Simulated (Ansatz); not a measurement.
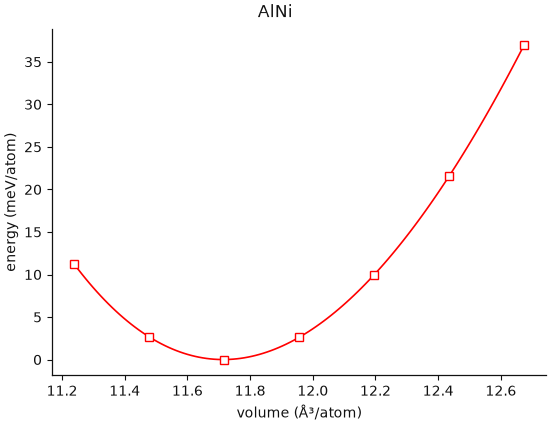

The figure shows the energy against volume for AlNi, space group Pm-3m (No. 221).

The given structure:
```cif
data_structure
_symmetry_space_group_name_H-M 'P 1'
_symmetry_Int_Tables_number 1
_cell_length_a 2.8810
_cell_length_b 2.8810
_cell_length_c 2.8810
_cell_angle_alpha 90.000
_cell_angle_beta 90.000
_cell_angle_gamma 90.000
_cell_volume 23.91
loop_
_atom_site_label
_atom_site_type_symbol
_atom_site_fract_x
_atom_site_fract_y
_atom_site_fract_z
_atom_site_occupancy
Ni1 Ni 0.50000 0.50000 0.50000 1
Al1 Al 0.00000 0.00000 0.00000 1
```

How it was computed, with Ansatz 0.2.0: all-electron LAPW DFT, collinear spins; energies at scaled volumes of the given cell, shape and fractions fixed, counted from the fit's minimum, third-order Birch-Murnaghan fit. Level: PBEsol, collinear spin.

```tsv
setting	value
k mesh	9×9×9
occupations	Fermi–Dirac
smearing width	0.05 eV
potentials	all electron LAPW, scalar relativistic
program settings	basis error eV/atom 0.001
```

From this curve and the settings, what does the calculation give for the pressure at the same points?

The pressure falls from 7.84 GPa at volume 11.24 Å³/atom to −11.49 GPa at 12.67 Å³/atom, and changes sign near 11.71 Å³/atom.

```tsv
volume (Å³/atom)	pressure (GPa)
11.24	7.84
11.48	3.68
11.72	-0.05
11.96	-3.39
12.20	-6.39
12.43	-9.08
12.67	-11.49
```

Keep in mind: the program warns: seeded moment not kept.
